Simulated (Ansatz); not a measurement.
# Geometry relaxation of NiSi (part 2 of 2)

The same run, continued: NiSi (P2₁3, 16 atoms in the cell); DFT PBEsol, scalar-relativistic, plane waves, PAW, no spin polarisation (Ansatz 0.2.0); cutoff 420 eV, 8×8×8 k-mesh, Gaussian smearing of 0.1 eV. The structure derives from an entry of the Crystallography Open Database. It belongs to a series of runs on one base structure; here: 0 of 8 Si sites taken by Mn, cell and atoms relaxed.

Output, continued:
```
  k-point 1: bands = ["-87.1064", "-87.1028", "-87.1027", "-87.1018", "-87.1017", "-87.1014", "-87.1009", "-87.1004", "-47.7718", "-47.7700", "-47.7680", "-47.7670", "-47.7666", "-47.7636", "-47.7631", "-47.7488", "-47.6359", "-47.6330", "-47.6329", "-47.6324", "-47.6296", "-47.6285", "-47.6278", "-47.6118", "-47.6117", "-47.6050", "-47.6049", "-47.6042", "-47.6040", "-47.6033", "-47.6022", "-47.6021", "2.4730", "6.0536", "6.3317", "6.7920", "7.0303", "7.3366", "7.7650", "8.4164", "8.6133", "8.8399", "9.4089", "9.6213", "9.9955", "10.5021", "10.8480", "11.4977", "12.0167", "12.3560", "12.5053", "12.5803", "12.6139", "12.6563", "12.6979", "12.7297", "12.7484", "12.8134", "12.9197", "12.9271", "12.9514", "12.9687", "12.9735", "12.9935", "13.2914", "13.3720", "13.5260", "13.9448", "14.0357", "14.0373", "14.0638", "14.0877", "14.1504", "14.1815", "14.2259", "14.3154", "14.3984", "14.4975", "14.5136", "14.5781", "14.9193", "14.9547", "15.0557", "15.1721", "15.2051", "15.2248", "15.4006", "17.2782", "17.5681", "17.8495", "18.2017", "18.2996", "18.8950", "19.0924", "19.4628", "19.9523", "20.4954", "20.5542", "20.6178", "20.8011", "21.1444", "21.2076", "21.4985", "21.5514", "21.7258", "22.1275"]
  k-point 2: bands = ["-87.1061", "-87.1034", "-87.1029", "-87.1019", "-87.1015", "-87.1012", "-87.1009", "-87.1002", "-47.7729", "-47.7698", "-47.7690", "-47.7676", "-47.7659", "-47.7627", "-47.7606", "-47.7502", "-47.6382", "-47.6356", "-47.6334", "-47.6331", "-47.6272", "-47.6271", "-47.6243", "-47.6110", "-47.6101", "-47.6075", "-47.6056", "-47.6054", "-47.6049", "-47.6025", "-47.6020", "-47.6014", "2.7285", "5.2441", "6.1690", "6.8036", "6.8574", "7.4838", "7.5114", "8.4775", "8.6031", "9.1605", "9.9794", "10.0263", "10.5861", "10.6948", "10.8492", "11.2126", "11.9661", "12.2687", "12.3780", "12.4911", "12.5426", "12.7155", "12.7351", "12.7558", "12.7957", "12.8765", "12.9428", "12.9689", "13.0122", "13.0251", "13.0876", "13.0890", "13.2683", "13.3877", "13.6692", "13.7246", "13.8725", "13.9828", "14.0016", "14.0205", "14.1783", "14.2224", "14.2361", "14.2940", "14.3209", "14.4440", "14.4622", "14.6443", "14.8488", "14.9617", "15.0215", "15.2157", "15.3407", "15.5719", "15.6302", "16.7847", "17.1292", "17.3898", "18.3375", "18.4880", "18.7565", "18.9722", "19.4136", "19.8125", "19.8717", "20.1341", "20.2457", "20.5032", "20.5570", "20.7202", "21.2216", "21.3246", "21.4815", "21.8979"]
  k-point 34: bands = ["-87.1040", "-87.1040", "-87.1040", "-87.1040", "-87.1005", "-87.1005", "-87.1005", "-87.1005", "-47.7714", "-47.7714", "-47.7714", "-47.7714", "-47.7581", "-47.7581", "-47.7581", "-47.7581", "-47.6379", "-47.6379", "-47.6379", "-47.6379", "-47.6189", "-47.6189", "-47.6189", "-47.6189", "-47.6080", "-47.6080", "-47.6080", "-47.6080", "-47.6026", "-47.6026", "-47.6026", "-47.6026", "4.5599", "4.5599", "4.5602", "4.5602", "7.7655", "7.7655", "7.7683", "7.7683", "10.2891", "10.2891", "10.4812", "10.4812", "10.9150", "10.9150", "11.3071", "11.3071", "11.9494", "11.9494", "12.1406", "12.1406", "12.4586", "12.4586", "12.5340", "12.5340", "12.8611", "12.8611", "13.0185", "13.0185", "13.1687", "13.1687", "13.3830", "13.3830", "13.5103", "13.5103", "13.5517", "13.5517", "13.7821", "13.7821", "13.8115", "13.8115", "14.1434", "14.1434", "14.1560", "14.1560", "14.4949", "14.4949", "14.5313", "14.5313", "14.8527", "14.8527", "14.9540", "14.9540", "16.1291", "16.1291", "16.4343", "16.4343", "17.5279", "17.5279", "17.6090", "17.6090", "17.9763", "17.9763", "18.1428", "18.1428", "18.7891", "18.7891", "18.8820", "18.8820", "20.9788", "20.9788", "21.0716", "21.0716", "22.7642", "22.7642"]
--- Relaxed structure (1 steps of the walk, 1 accepted, 1 SCFs on fresh bases) ---
  F+E_penalty+E_count = -51419.74024912 eV   max|allowed force component| = 9.651e-4 eV/Å   (the final SCF, on the basis selected at the relaxed cell)
  cell:  # Å, volume = 178.3868 Å³
    - [-4.4679769961, 4.4679769961, 0.0]
    - [0.0, 4.4679769961, -4.4679769961]
    - [-4.4679769961, 0.0, -4.4679769961]
  atoms:
    - { symbol: Si, position: [0.923232264375, 0.9232322643750001, 0.23030320687500005] }
    - { symbol: Si, position: [0.42323226437500006, 0.423232264375, 0.7303032068750004] }
    - { symbol: Si, position: [0.42323226437500017, 0.7303032068750002, 0.923232264375] }
    - { symbol: Si, position: [0.923232264375, 0.23030320687500005, 0.42323226437500006] }
    - { symbol: Si, position: [0.730303206875, 0.9232322643750001, 0.9232322643750001] }
    - { symbol: Si, position: [0.2303032068750001, 0.423232264375, 0.423232264375] }
    - { symbol: Si, position: [0.9232322643750001, 0.42323226437500006, 0.9232322643750001] }
    - { symbol: Si, position: [0.42323226437500006, 0.9232322643750002, 0.423232264375] }
    - { symbol: Ni, position: [0.5744952443250002, 0.5744952443250001, 0.27651426702500004] }
    - { symbol: Ni, position: [0.07449524432499999, 0.07449524432499999, 0.7765142670249999] }
    - { symbol: Ni, position: [0.07449524432499999, 0.7765142670249999, 0.5744952443250001] }
    - { symbol: Ni, position: [0.5744952443250001, 0.27651426702500004, 0.07449524432499999] }
    - { symbol: Ni, position: [0.7765142670249999, 0.5744952443250001, 0.5744952443250001] }
    - { symbol: Ni, position: [0.27651426702500004, 0.07449524432499999, 0.07449524432499999] }
    - { symbol: Ni, position: [0.5744952443250002, 0.07449524432499999, 0.5744952443250001] }
    - { symbol: Ni, position: [0.07449524432499999, 0.5744952443250001, 0.07449524432499999] }
```

Trajectory as extended XYZ (Å, eV, eV/Å), 2 frames, from step=1 to step=2:
```
16
Lattice="-4.4680 4.4680 0.0000 0.0000 4.4680 -4.4680 -4.4680 0.0000 -4.4680" Properties=species:S:1:pos:R:3:forces:R:3 step=1 energy=-51419.74025 pressure_GPa=0.01
Si   -5.1540    8.2500   -5.1540   -0.0007  -0.0007  -0.0007
Si   -5.1540    3.7820   -5.1540   -0.0007  -0.0007  -0.0007
Si   -6.0160    5.1540   -7.3880    0.0007   0.0007  -0.0007
Si   -6.0160    5.1540   -2.9200    0.0007   0.0007  -0.0007
Si   -7.3880    7.3880   -8.2500   -0.0007   0.0007   0.0007
Si   -2.9200    2.9200   -3.7820   -0.0007   0.0007   0.0007
Si   -8.2500    6.0160   -6.0160    0.0007  -0.0007   0.0007
Si   -3.7820    6.0160   -6.0160    0.0007  -0.0007   0.0007
Ni   -3.8023    5.1337   -3.8023    0.0010   0.0010   0.0010
Ni   -3.8023    0.6657   -3.8023    0.0010   0.0010   0.0010
Ni   -2.8997    3.8023   -6.0363   -0.0010  -0.0010   0.0010
Ni   -2.8997    3.8023   -1.5683   -0.0010  -0.0010   0.0010
Ni   -6.0363    6.0363   -5.1337    0.0010  -0.0010  -0.0010
Ni   -1.5683    1.5683   -0.6657    0.0010  -0.0010  -0.0010
Ni   -5.1337    2.8997   -2.8997   -0.0010   0.0010  -0.0010
Ni   -0.6657    2.8997   -2.8997   -0.0010   0.0010  -0.0010
16
Lattice="-4.4680 4.4680 0.0000 0.0000 4.4680 -4.4680 -4.4680 0.0000 -4.4680" Properties=species:S:1:pos:R:3:forces:R:3 step=2 energy=-51419.74025 pressure_GPa=0.01
Si   -5.1540    8.2500   -5.1540   -0.0007  -0.0007  -0.0007
Si   -5.1540    3.7820   -5.1540   -0.0007  -0.0007  -0.0007
Si   -6.0160    5.1540   -7.3880    0.0007   0.0007  -0.0007
Si   -6.0160    5.1540   -2.9200    0.0007   0.0007  -0.0007
Si   -7.3880    7.3880   -8.2500   -0.0007   0.0007   0.0007
Si   -2.9200    2.9200   -3.7820   -0.0007   0.0007   0.0007
Si   -8.2500    6.0160   -6.0160    0.0007  -0.0007   0.0007
Si   -3.7820    6.0160   -6.0160    0.0007  -0.0007   0.0007
Ni   -3.8023    5.1337   -3.8023    0.0010   0.0010   0.0010
Ni   -3.8023    0.6657   -3.8023    0.0010   0.0010   0.0010
Ni   -2.8997    3.8023   -6.0363   -0.0010  -0.0010   0.0010
Ni   -2.8997    3.8023   -1.5683   -0.0010  -0.0010   0.0010
Ni   -6.0363    6.0363   -5.1337    0.0010  -0.0010  -0.0010
Ni   -1.5683    1.5683   -0.6657    0.0010  -0.0010  -0.0010
Ni   -5.1337    2.8997   -2.8997   -0.0010   0.0010  -0.0010
Ni   -0.6657    2.8997   -2.8997   -0.0010   0.0010  -0.0010
```

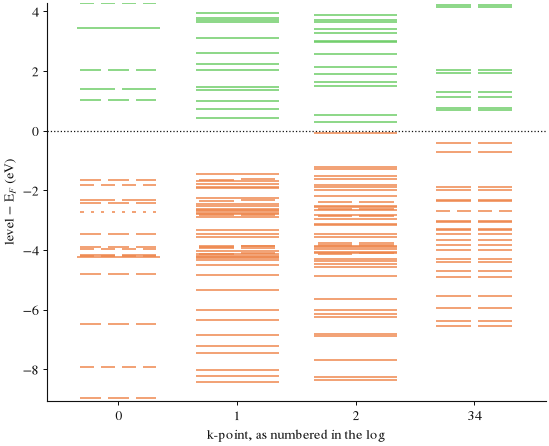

**Figure 1.** Kohn–Sham levels near the Fermi level (dotted) at the few k-points that the log prints; levels within 0.02 eV of each other stand side by side. The system is metallic on the full mesh.

The run was set up as follows.

Input file:
```yaml
crystal:
  lattice:
    - [-4.4679769961, 4.4679769961, 0.0]
    - [0.0, 4.4679769961, -4.4679769961]
    - [-4.4679769961, 0.0, -4.4679769961]
  atoms:
    - { symbol: Si, position: [0.9232322644, 0.9232322644, 0.2303032069] }
    - { symbol: Si, position: [0.4232322644, 0.4232322644, 0.7303032069] }
    - { symbol: Si, position: [0.4232322644, 0.7303032069, 0.9232322644] }
    - { symbol: Si, position: [0.9232322644, 0.2303032069, 0.4232322644] }
    - { symbol: Si, position: [0.7303032069, 0.9232322644, 0.9232322644] }
    - { symbol: Si, position: [0.2303032069, 0.4232322644, 0.4232322644] }
    - { symbol: Si, position: [0.9232322644, 0.4232322644, 0.9232322644] }
    - { symbol: Si, position: [0.4232322644, 0.9232322644, 0.4232322644] }
    - { symbol: Ni, position: [0.5744952443, 0.5744952443, 0.276514267] }
    - { symbol: Ni, position: [0.0744952443, 0.0744952443, 0.776514267] }
    - { symbol: Ni, position: [0.0744952443, 0.776514267, 0.5744952443] }
    - { symbol: Ni, position: [0.5744952443, 0.276514267, 0.0744952443] }
    - { symbol: Ni, position: [0.776514267, 0.5744952443, 0.5744952443] }
    - { symbol: Ni, position: [0.276514267, 0.0744952443, 0.0744952443] }
    - { symbol: Ni, position: [0.5744952443, 0.0744952443, 0.5744952443] }
    - { symbol: Ni, position: [0.0744952443, 0.5744952443, 0.0744952443] }
basis:
  ecutwfc: 420
kpoints:
  mp_grid: { grid: [8, 8, 8] }
hamiltonian:
  xc: pbesol
scf:
  occupations: { method: gaussian, width: 0.1 }
output:
  forces: true
  stress: true
  eigenvalues: true
relax:
  adjacent_minimum: "off"
  f_tol: 0.015
  max_steps: 60
  cell: { stress_tol: 0.15 }
```

Command:
```bash
ansatz run input.yaml --threads 2 --pin off --max-ram 5120MiB --backend cpu --events-out ev --progress --plain --runs-dir out
```

Results in brief:

| quantity | value |
| --- | --- |
| outcome | converged |
| space group (tolerance 0.01 Å) | P2₁3 (198) |
| electrons treated | 176 |
| free energy | −51419.7402 eV |
| Fermi energy | 16.845 eV |
| gap on the k-point mesh | none (metallic) |
| pressure | 0.01 GPa |
| final volume | 178.39 Å³ |
| largest force (length of the vector) at the end | 0.002 eV/Å |
| final cell | a = 6.319 Å, b = 6.319 Å, c = 6.319 Å, α = 60.00°, β = 60.00°, γ = 60.00° |
| hardware | 2 threads of AMD EPYC (Zen 5), 16 GiB of memory available, shared host |
| wall time | 22 s (CPU time 44 s) |
| peak memory | 0.89 GiB |

The run has no spin polarisation, so a magnetic state may lie lower.
